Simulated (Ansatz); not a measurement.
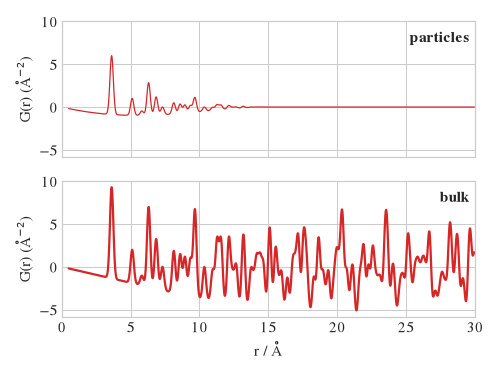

Computed X-ray G(r), with each pair weighted by the product of the atomic numbers (X-ray weights at Q = 0) and a uniform peak width σ = 0.12 Å, for spherical particles of Y with the bulk structure: the bulk G(r) is multiplied by the envelope of a sphere of diameter D, 1 − 3r/2D + r³/2D³, with no surface relaxation. The number density is 0.0297 atoms per Å³. It is based on the input geometry of an electronic-structure calculation (not necessarily at equilibrium); the starting structure was generated, so it need not be a known form of this composition.

Q: How large are the particles?

A: About 15 Å (1.5 nm): the signal is half of the bulk amplitude at r ≈ 5.2 Å and vanishes at r = D, fading from view somewhat earlier.

Q: Roughly how many atoms does one particle hold?

A: About 53 (number density 0.0297 Å⁻³ times πD³/6).
